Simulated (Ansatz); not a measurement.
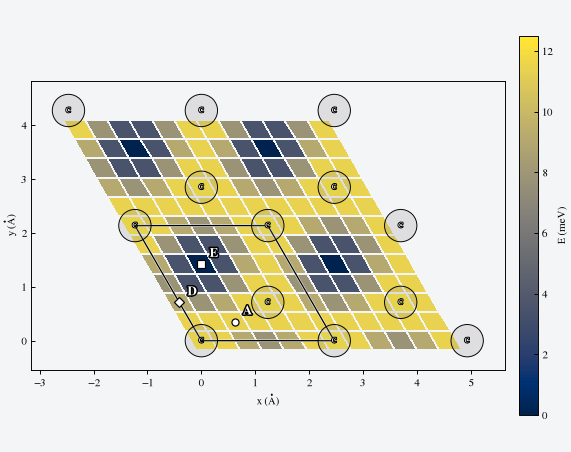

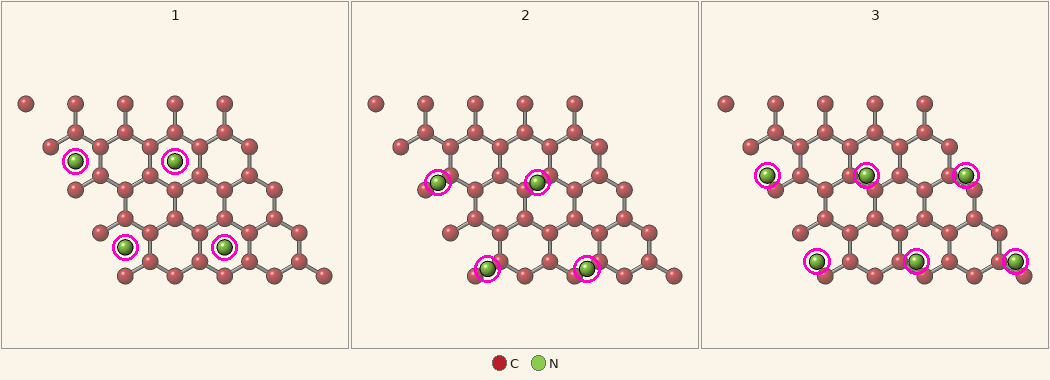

N₂ on a two-dimensional sheet of C (8 atoms of substrate and one adsorbate in a 2 × 2 cell). N2 is moved over the surface cell; relaxed at each place: the height of the adsorbate's atoms; substrate rigid; the origin of the map has the adsorbate above C1. Places are given modulo a cell vector. The map is drawn in real space over the plane of the surface. The scan uses a 6 × 6 grid; 7 points were computed and 29 follow by symmetry. Places are given in fractions of the 1 × 1 surface cell. All energies are given in meV relative to the lowest grid point. The calculation used DFT PBE+D3(BJ), scalar-relativistic, plane waves, PAW (Ansatz 0.2.0). Settings: cutoff 420 eV, k-mesh 6×6×1, gaussian smearing 0.1 eV, no spin polarisation.

In the figure: one coloured cell a grid point, labelled circles for the atoms of the top layer, the outline of one cell of the 2 × 2 shown, lettered points. The numbered pictures are the structures at these points, in random order. Rings mark the moved atoms.

Q: Which structure belongs to which point?

A: A is structure 2: a bridge site between two C atoms, (2/6, 1/6) of the cell vectors, 11.4 meV; D is structure 3: (0/6, 2/6) of the cell vectors, 9.1 meV; E is structure 1: a sixfold hollow, (2/6, 4/6) of the cell vectors, 0.0 meV.

PAW datasets: the set soft_1.
